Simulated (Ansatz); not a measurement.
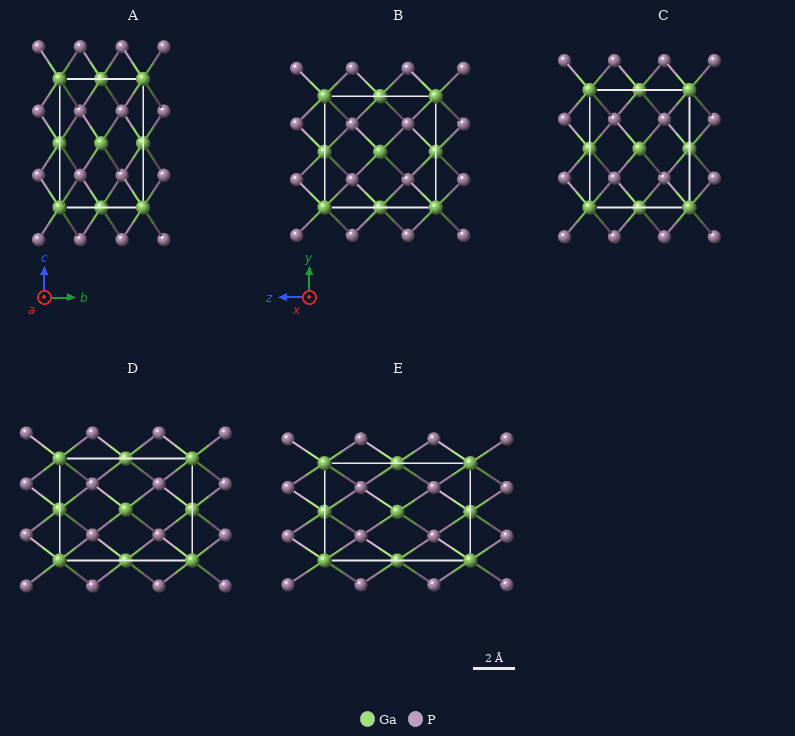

Energy scan for a crystal of GaP (F-43m), in which the ratio of the cell's length along z to its lengths across, counted as 1 for the reference, is changed at fixed volume (a tetragonal or Bain path), with the atoms kept at their fractional coordinates. x, y and z are the Cartesian axes of the input. A ball-and-stick model of the conventional cell (4 times the calculation's cell), seen along the a axis. Lengths and directions refer to the drawn axes.

Computed with Ansatz 0.2.0, DFT PBE, scalar-relativistic, plane waves, PAW. (plane-wave cutoff 420 eV; k-point mesh 10 × 10 × 10; occupations gaussian; smearing width 0.05 eV; no spin polarisation). Energies (free energies at the smearing named) are counted from the cell as listed in its source, which wasn't relaxed.

> Order these geometries by energy, lowest first.

Lowest first: B (the relative ratio 1.00, 0 meV/atom), C (the relative ratio 0.85, 66 meV/atom), D (the relative ratio 1.30, 276 meV/atom), A (the relative ratio 0.65, 309 meV/atom), E (the relative ratio 1.50, 620 meV/atom). Over the whole scan: of the computed points the lowest is at the relative ratio 1.00, 0 meV/atom. The end points stand at 309 meV/atom (0.65) and 620 meV/atom (1.50). The unrelaxed reference is under a pressure of 2.5 GPa. The distortion takes the space group from F-43m to I-4m2. At the relative ratio 1.50 the cell of the drawing goes a 5.450 → 4.761 Å, b 5.450 → 7.142 Å, c 5.450 → 4.761 Å. The band gap on the mesh, 1.61 eV in the reference, closes at 0.65, 0.707, 0.78, 1.30, 1.414, 1.50.
